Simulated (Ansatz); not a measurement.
Take the following structure.

```
CELL_PARAMETERS angstrom
3.34653 0.00000 0.00000
-1.67327 2.89818 0.00000
0.00000 0.00000 36.59496
ATOMIC_POSITIONS crystal
S 0.00000 0.00000 0.20495
Hf 0.66667 0.33333 0.25232
Hf 0.33333 0.66667 0.31695
S 0.00000 0.00000 0.36432
Hf 0.33333 0.66667 0.41169
Hf 0.66667 0.33333 0.47631
S 0.00000 0.00000 0.52369
Hf 0.66667 0.33333 0.57106
Hf 0.33333 0.66667 0.63568
S 0.00000 0.00000 0.68305
Hf 0.33333 0.66667 0.73042
Hf 0.66667 0.33333 0.79505
```

**Say what kind of structure these coordinates give.**

The material is Hf2S. There are 12 atoms in the cell: 8 Hf, 4 S. Counting atoms within bonding range gives coordination numbers of Hf 3 to 6 (mean 5.6) and S 3 to 6 (mean 5.2). Not all metal-metal contacts are counted. The bonds build Hf2S layers parallel to (001).

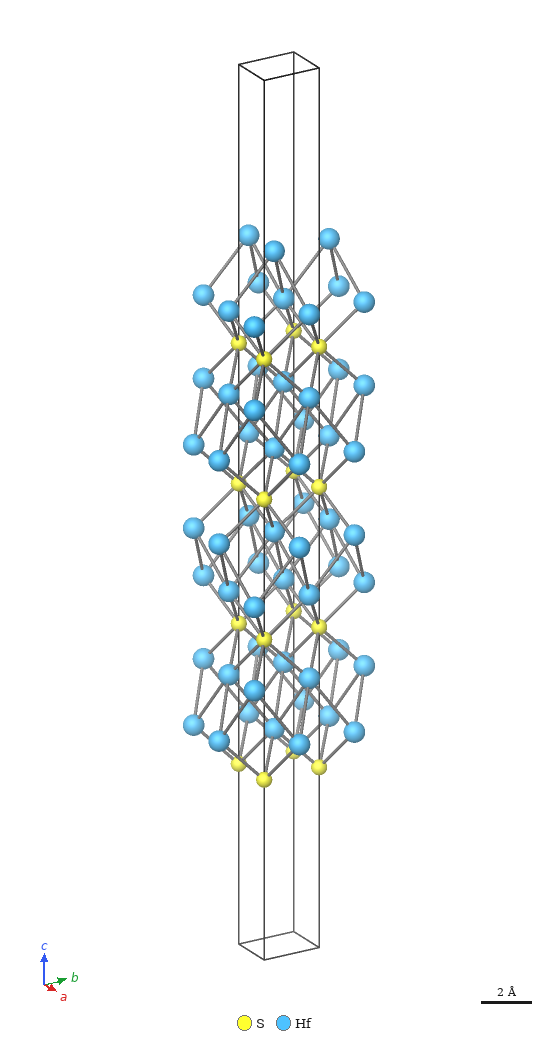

We look at a ball-and-stick model of the crystal slightly off an axis. Lines trace the edges of the simulation cell. Atoms just outside the outline that bond to atoms inside are added. Colours: hafnium blue, sulfur yellow.

The initial geometry was a structure listed in the Materials Project, from which a slab was cut. Earlier steps of the study, as a rule a relaxation of our own, may have changed the cell and positions, so they can lie some per cent off the listed ones. It was set up as input for a calculation with Ansatz.
